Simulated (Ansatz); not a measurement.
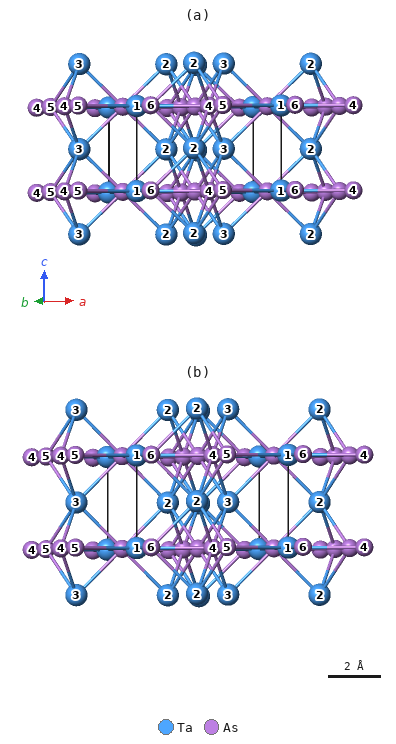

The structure of solid TaAs (a generated structure, set up in P6/mmm) (coarse preliminary run) before (top) and after (bottom) a relaxation, at one scale.

Style: ball-and-stick. Shown: the cell of the calculation, from a free direction.

Case: N → As on all its sites, cell and atoms relaxed.

All numbers below come from Ansatz 0.2.0, DFT PBE, scalar-relativistic, plane waves, PAW. Settings: plane-wave cutoff 420 eV; k-point mesh 6 × 6 × 6; occupations gaussian; smearing width 0.1 eV; no spin polarisation; cell and atoms relaxed; force threshold 0.05 eV/Å; at most 60 steps.

Summarise the run.

No atom moves by more than 0.005 Å relative to the cell. The volume changes by +20.1 %, with a = b 5.947 → 6.246 Å (+5.0 %), c 3.301 → 3.595 Å (+8.9 %). Among the contacts that change: Ta1–Ta1 3.301 → 3.595 Å, Ta2–As4 2.382 → 2.546 Å, Ta1–As4 2.974 → 3.123 Å. Bond angles that change, for instance: As4–Ta2–As4 87.7° → 89.8°, Ta2–As6–Ta3 92.3° → 90.2°, Ta2–As6–Ta2 87.7° → 89.8°. The space group stays P6/mmm (No. 191). Over 3 accepted moves (4 points after the start) the energy falls by 357 meV per atom. All forces vanish by symmetry, so only the cell relaxes. The pressure goes from 37.44 to −0.02 GPa. The SCF was repeated once at an unchanged geometry on a basis and grid sized afresh for the cell, which shifted the energy by 1.9 meV per atom at most. Cost: 22 s on 1 thread of Intel(R) Xeon(R) 6975P-C (Granite Rapids) (shared host), peak memory 0.53 GiB.
